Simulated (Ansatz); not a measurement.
# MgO: geometry relaxation (part 3 of 3)

The same run, continued: MgO (slab, 24 atoms in the cell); DFT PBE, scalar-relativistic, plane waves, PAW, no spin polarisation (Ansatz 0.2.0); cutoff 420 eV, 3×3×1 k-mesh, Gaussian smearing of 0.05 eV. The structure derives from an entry of the Crystallography Open Database. The input holds or restrains some coordinates. Forces given for the steps count only the free coordinates. It belongs to a series of runs on one base structure; here: clean slab, lower planes held.

Geometry of the input (Å; fractional positions):
```
6.0158  0.0000  0.0000
-3.0079  5.2099  0.0000
0.0000  0.0000  22.1399
O  0.1667  0.3333  0.3613
O  0.1667  0.8333  0.3613
O  0.6667  0.3333  0.3613
O  0.6667  0.8333  0.3613
Mg 0.3333  0.1667  0.4168
Mg 0.3333  0.6667  0.4168
Mg 0.8333  0.1667  0.4168
Mg 0.8333  0.6667  0.4168
O  0.5000  0.5000  0.4723
O  0.5000  0.0000  0.4723
O  -0.0000  0.5000  0.4723
O  0.0000  0.0000  0.4723
Mg 0.6667  0.3333  0.5277
Mg 0.6667  0.8333  0.5277
Mg 0.1667  0.3333  0.5277
Mg 0.1667  0.8333  0.5277
O  0.8333  0.6667  0.5832
O  0.8333  0.1667  0.5832
O  0.3333  0.6667  0.5832
O  0.3333  0.1667  0.5832
Mg -0.0000  0.5000  0.6387
Mg 0.0000  0.0000  0.6387
Mg 0.5000  0.5000  0.6387
Mg 0.5000  0.0000  0.6387
```

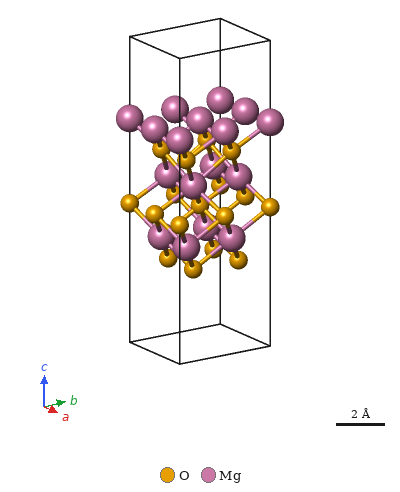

Figure 1. The geometry at step 4 of the log (ball-and-stick view of the cell of the calculation, with the vacuum cut short, seen slightly off an axis).

### Output, continued
```
  k-point 1: bands = ["-77.5509", "-77.5485", "-77.5473", "-77.5473", "-76.5854", "-76.5829", "-76.5816", "-76.5816", "-74.6755", "-74.6730", "-74.6718", "-74.6718", "-44.3350", "-44.3350", "-44.3287", "-44.3077", "-44.3077", "-44.3034", "-44.2992", "-44.2978", "-44.2961", "-44.2940", "-44.2940", "-44.2916", "-43.3648", "-43.3648", "-43.3583", "-43.3547", "-43.3489", "-43.3464", "-43.3464", "-43.3357", "-43.3357", "-43.3296", "-43.3251", "-43.3186", "-41.4585", "-41.4585", "-41.4518", "-41.4313", "-41.4295", "-41.4295", "-41.4257", "-41.4234", "-41.4229", "-41.4229", "-41.4188", "-41.4124", "-21.0917", "-20.6759", "-20.4580", "-20.4580", "-20.0313", "-19.6840", "-19.4963", "-19.4963", "-17.0284", "-16.7483", "-16.5990", "-16.5990", "-8.1711", "-8.1711", "-7.9462", "-7.8856", "-7.4453", "-7.4275", "-7.4275", "-6.4697", "-6.4642", "-6.4642", "-6.4568", "-6.1763", "-6.1763", "-5.5347", "-5.5203", "-5.3348", "-5.3348", "-5.3092", "-5.2097", "-5.2097", "-5.1971", "-5.1007", "-4.5864", "-4.2693", "-3.1504", "-3.1504", "-2.9333", "-2.7995", "-1.9582", "-1.9438", "-1.9438", "-1.7994", "-1.7737", "-1.6714", "-1.6714", "-1.4674", "-1.4239", "-1.1785", "-0.1333", "-0.1333", "2.0617", "2.8198", "2.8198", "3.3199", "3.3202", "4.2031", "4.3690", "5.1162", "5.1785", "5.2065", "5.2065", "5.5327", "5.5327", "5.7987", "6.3599", "6.4408", "6.4408", "6.7520", "6.8284", "6.8284"]
  k-point 2: bands = ["-77.5491", "-77.5491", "-77.5491", "-77.5467", "-76.5835", "-76.5835", "-76.5835", "-76.5810", "-74.6737", "-74.6737", "-74.6737", "-74.6712", "-44.3278", "-44.3232", "-44.3196", "-44.3196", "-44.3196", "-44.2988", "-44.2988", "-44.2988", "-44.2971", "-44.2971", "-44.2971", "-44.2929", "-43.3560", "-43.3531", "-43.3511", "-43.3511", "-43.3511", "-43.3476", "-43.3476", "-43.3476", "-43.3450", "-43.3262", "-43.3262", "-43.3262", "-41.4484", "-41.4482", "-41.4420", "-41.4420", "-41.4420", "-41.4272", "-41.4272", "-41.4272", "-41.4216", "-41.4199", "-41.4199", "-41.4199", "-20.7855", "-20.7855", "-20.7855", "-20.3504", "-19.7748", "-19.7748", "-19.7748", "-19.3989", "-16.8209", "-16.8209", "-16.8209", "-16.5219", "-7.6506", "-7.5123", "-7.5093", "-7.5093", "-7.5093", "-7.3471", "-7.3471", "-7.3471", "-7.0712", "-6.4159", "-6.2612", "-6.2612", "-6.2612", "-5.8681", "-5.6289", "-5.6289", "-5.6289", "-5.2678", "-5.2678", "-5.2678", "-5.1943", "-4.7607", "-4.7607", "-4.7607", "-2.8329", "-2.7094", "-2.5515", "-2.5515", "-2.5515", "-1.8999", "-1.8999", "-1.8999", "-1.8073", "-1.8073", "-1.8073", "-1.6023", "-1.5231", "-1.5231", "-1.5231", "1.3767", "2.9856", "3.1673", "3.3660", "3.3660", "3.3660", "4.2947", "4.2947", "4.2947", "5.1929", "5.1929", "5.1929", "6.2214", "6.2214", "6.2214", "6.3509", "6.5036", "6.5036", "6.5036", "6.7753", "7.1321"]
--- Relaxed structure (5 steps of the walk, 5 accepted, 0 SCFs on fresh bases) ---
  F+E_penalty+E_count = -29908.08459985 eV   max|allowed force component| = 2.048e-3 eV/Å
  atoms:
    - { symbol: O, position: [0.16666666666666666, 0.33333333333333337, 0.36133861859999994] }
    - { symbol: O, position: [0.16666666666666663, 0.8333333333333331, 0.36133861859999994] }
    - { symbol: O, position: [0.6666666666666666, 0.3333333333333333, 0.36133861859999994] }
    - { symbol: O, position: [0.6666666666666666, 0.8333333333333333, 0.36133861859999994] }
    - { symbol: Mg, position: [0.3333333333333334, 0.16666666666666663, 0.41680317119999993] }
    - { symbol: Mg, position: [0.3333333333333334, 0.6666666666666665, 0.41680317119999993] }
    - { symbol: Mg, position: [0.8333333333333334, 0.1666666666666666, 0.41680317119999993] }
    - { symbol: Mg, position: [0.8333333333333334, 0.6666666666666665, 0.41680317119999993] }
    - { symbol: O, position: [0.5, 0.5, 0.4722677236999999] }
    - { symbol: O, position: [0.5, -4.0389678347315804e-28, 0.4722677236999999] }
    - { symbol: O, position: [0.0, 0.49999999999999994, 0.4722677236999999] }
    - { symbol: O, position: [0.0, 0.0, 0.4722677236999999] }
    - { symbol: Mg, position: [0.6666666666666666, 0.3333333333333333, 0.5227382950570807] }
    - { symbol: Mg, position: [0.6666666666666666, 0.8333333333333333, 0.5227382950570807] }
    - { symbol: Mg, position: [0.16666666666666666, 0.33333333333333337, 0.5227382950570807] }
    - { symbol: Mg, position: [0.16666666666666663, 0.8333333333333331, 0.5227382950570807] }
    - { symbol: O, position: [0.8333333333333334, 0.6666666666666665, 0.584927319421443] }
    - { symbol: O, position: [0.8333333333333334, 0.1666666666666666, 0.584927319421443] }
    - { symbol: O, position: [0.3333333333333334, 0.6666666666666665, 0.584927319421443] }
    - { symbol: O, position: [0.3333333333333334, 0.16666666666666663, 0.584927319421443] }
    - { symbol: Mg, position: [0.0, 0.49999999999999994, 0.635857330245281] }
    - { symbol: Mg, position: [-6.614764698360503e-19, 5.615534407498119e-31, 0.635857330245281] }
    - { symbol: Mg, position: [0.5, 0.5, 0.635857330245281] }
    - { symbol: Mg, position: [0.5, -4.0389678347315804e-28, 0.635857330245281] }
```

### Trajectory as extended XYZ (Å, eV, eV/Å), 4 of the 5 frames kept, from step=1 to step=5
```
24
Lattice="6.0158 0.0000 0.0000 -3.0079 5.2099 0.0000 0.0000 0.0000 22.1399" Properties=species:S:1:pos:R:3:forces:R:3 step=1 energy=-29907.67785
O     0.0000    1.7366    8.0000    0.0000   0.0000   1.1089
O    -1.5040    4.3416    8.0000    0.0000   0.0000   1.1089
O     3.0079    1.7366    8.0000    0.0000   0.0000   1.1089
O     1.5040    4.3416    8.0000    0.0000   0.0000   1.1089
Mg    1.5040    0.8683    9.2280    0.0000   0.0000  -1.8434
Mg    0.0000    3.4733    9.2280    0.0000   0.0000  -1.8434
Mg    4.5119    0.8683    9.2280    0.0000   0.0000  -1.8434
Mg    3.0079    3.4733    9.2280    0.0000   0.0000  -1.8434
O     1.5040    2.6049   10.4560    0.0000   0.0000   1.4317
O     3.0079    0.0000   10.4560    0.0000   0.0000   1.4317
O    -1.5040    2.6049   10.4560    0.0000   0.0000   1.4317
O     0.0000    0.0000   10.4560    0.0000   0.0000   1.4317
Mg    3.0079    1.7366   11.6839    0.0000   0.0000  -1.4016
Mg    1.5040    4.3416   11.6839    0.0000   0.0000  -1.4016
Mg    0.0000    1.7366   11.6839    0.0000   0.0000  -1.4016
Mg   -1.5040    4.3416   11.6839    0.0000   0.0000  -1.4016
O     3.0079    3.4733   12.9119    0.0000   0.0000   0.9226
O     4.5119    0.8683   12.9119    0.0000   0.0000   0.9226
O     0.0000    3.4733   12.9119    0.0000   0.0000   0.9226
O     1.5040    0.8683   12.9119    0.0000   0.0000   0.9226
Mg   -1.5040    2.6049   14.1399    0.0000   0.0000  -0.2182
Mg    0.0000    0.0000   14.1399    0.0000   0.0000  -0.2182
Mg    1.5040    2.6049   14.1399    0.0000   0.0000  -0.2182
Mg    3.0079    0.0000   14.1399    0.0000   0.0000  -0.2182
24
Lattice="6.0158 0.0000 0.0000 -3.0079 5.2099 0.0000 0.0000 0.0000 22.1399" Properties=species:S:1:pos:R:3:forces:R:3 step=2 energy=-29907.89393
O     0.0000    1.7366    8.0000    0.0000   0.0000   1.2028
O    -1.5040    4.3416    8.0000    0.0000   0.0000   1.2028
O     3.0079    1.7366    8.0000    0.0000   0.0000   1.2028
O     1.5040    4.3416    8.0000    0.0000   0.0000   1.2028
Mg    1.5040    0.8683    9.2280    0.0000   0.0000  -2.1523
Mg    0.0000    3.4733    9.2280    0.0000   0.0000  -2.1523
Mg    4.5119    0.8683    9.2280    0.0000   0.0000  -2.1523
Mg    3.0079    3.4733    9.2280    0.0000   0.0000  -2.1523
O     1.5040    2.6049   10.4560    0.0000   0.0000   1.3341
O     3.0079    0.0000   10.4560    0.0000   0.0000   1.3341
O    -1.5040    2.6049   10.4560    0.0000   0.0000   1.3341
O     0.0000    0.0000   10.4560    0.0000   0.0000   1.3341
Mg    3.0079    1.7366   11.6399    0.0000   0.0000  -0.8140
Mg    1.5040    4.3416   11.6399    0.0000   0.0000  -0.8140
Mg    0.0000    1.7366   11.6399    0.0000   0.0000  -0.8140
Mg   -1.5040    4.3416   11.6399    0.0000   0.0000  -0.8140
O     3.0079    3.4733   12.9136    0.0000   0.0000   0.7346
O     4.5119    0.8683   12.9136    0.0000   0.0000   0.7346
O     0.0000    3.4733   12.9136    0.0000   0.0000   0.7346
O     1.5040    0.8683   12.9136    0.0000   0.0000   0.7346
Mg   -1.5040    2.6049   14.1253    0.0000   0.0000  -0.3040
Mg    0.0000    0.0000   14.1253    0.0000   0.0000  -0.3040
Mg    1.5040    2.6049   14.1253    0.0000   0.0000  -0.3040
Mg    3.0079    0.0000   14.1253    0.0000   0.0000  -0.3040
24
Lattice="6.0158 0.0000 0.0000 -3.0079 5.2099 0.0000 0.0000 0.0000 22.1399" Properties=species:S:1:pos:R:3:forces:R:3 step=4 energy=-29908.08335
O     0.0000    1.7366    8.0000    0.0000   0.0000   1.4875
O    -1.5040    4.3416    8.0000    0.0000   0.0000   1.4875
O     3.0079    1.7366    8.0000    0.0000   0.0000   1.4875
O     1.5040    4.3416    8.0000    0.0000   0.0000   1.4875
Mg    1.5040    0.8683    9.2280    0.0000   0.0000  -2.8625
Mg    0.0000    3.4733    9.2280    0.0000   0.0000  -2.8625
Mg    4.5119    0.8683    9.2280    0.0000   0.0000  -2.8625
Mg    3.0079    3.4733    9.2280    0.0000   0.0000  -2.8625
O     1.5040    2.6049   10.4560    0.0000   0.0000   1.4000
O     3.0079    0.0000   10.4560    0.0000   0.0000   1.4000
O    -1.5040    2.6049   10.4560    0.0000   0.0000   1.4000
O     0.0000    0.0000   10.4560    0.0000   0.0000   1.4000
Mg    3.0079    1.7366   11.5750    0.0000   0.0000   0.0396
Mg    1.5040    4.3416   11.5750    0.0000   0.0000   0.0396
Mg    0.0000    1.7366   11.5750    0.0000   0.0000   0.0396
Mg   -1.5040    4.3416   11.5750    0.0000   0.0000   0.0396
O     3.0079    3.4733   12.9594    0.0000   0.0000  -0.0195
O     4.5119    0.8683   12.9594    0.0000   0.0000  -0.0195
O     0.0000    3.4733   12.9594    0.0000   0.0000  -0.0195
O     1.5040    0.8683   12.9594    0.0000   0.0000  -0.0195
Mg   -1.5040    2.6049   14.0892    0.0000   0.0000  -0.0451
Mg    0.0000    0.0000   14.0892    0.0000   0.0000  -0.0451
Mg    1.5040    2.6049   14.0892    0.0000   0.0000  -0.0451
Mg    3.0079    0.0000   14.0892    0.0000   0.0000  -0.0451
24
Lattice="6.0158 0.0000 0.0000 -3.0079 5.2099 0.0000 0.0000 0.0000 22.1399" Properties=species:S:1:pos:R:3:forces:R:3 step=5 energy=-29908.08460
O     0.0000    1.7366    8.0000    0.0000   0.0000   1.4849
O    -1.5040    4.3416    8.0000    0.0000   0.0000   1.4849
O     3.0079    1.7366    8.0000    0.0000   0.0000   1.4849
O     1.5040    4.3416    8.0000    0.0000   0.0000   1.4849
Mg    1.5040    0.8683    9.2280    0.0000   0.0000  -2.8614
Mg    0.0000    3.4733    9.2280    0.0000   0.0000  -2.8614
Mg    4.5119    0.8683    9.2280    0.0000   0.0000  -2.8614
Mg    3.0079    3.4733    9.2280    0.0000   0.0000  -2.8614
O     1.5040    2.6049   10.4560    0.0000   0.0000   1.3769
O     3.0079    0.0000   10.4560    0.0000   0.0000   1.3769
O    -1.5040    2.6049   10.4560    0.0000   0.0000   1.3769
O     0.0000    0.0000   10.4560    0.0000   0.0000   1.3769
Mg    3.0079    1.7366   11.5734    0.0000   0.0000  -0.0016
Mg    1.5040    4.3416   11.5734    0.0000   0.0000  -0.0016
Mg    0.0000    1.7366   11.5734    0.0000   0.0000  -0.0016
Mg   -1.5040    4.3416   11.5734    0.0000   0.0000  -0.0016
O     3.0079    3.4733   12.9502    0.0000   0.0000   0.0020
O     4.5119    0.8683   12.9502    0.0000   0.0000   0.0020
O     0.0000    3.4733   12.9502    0.0000   0.0000   0.0020
O     1.5040    0.8683   12.9502    0.0000   0.0000   0.0020
Mg   -1.5040    2.6049   14.0778    0.0000   0.0000  -0.0008
Mg    0.0000    0.0000   14.0778    0.0000   0.0000  -0.0008
Mg    1.5040    2.6049   14.0778    0.0000   0.0000  -0.0008
Mg    3.0079    0.0000   14.0778    0.0000   0.0000  -0.0008
```

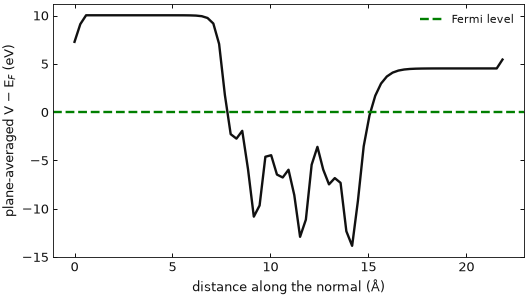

Figure 2. Plane average of the electrostatic potential energy of an electron across the cell, from the Fermi level. The vacuum level lies 4.53 eV above the Fermi level on the upper side and 10.03 eV on the lower.

### Summary

```csv
quantity,value
outcome,converged under the restraints of the input
electrons treated,192
free energy,−29908.0846 eV
"work function, top face",4.53 eV
"work function, bottom face",10.03 eV
Fermi energy,−1.486 eV
gap on the k-point mesh,none (metallic)
final volume,693.90 Å³
work function (upper face),4.53 eV
"largest force (length of the vector) at the end, held atoms and coordinates included",2.861 eV/Å
wall time,25 s (CPU time 94 s)
peak memory,1.4 GiB
```
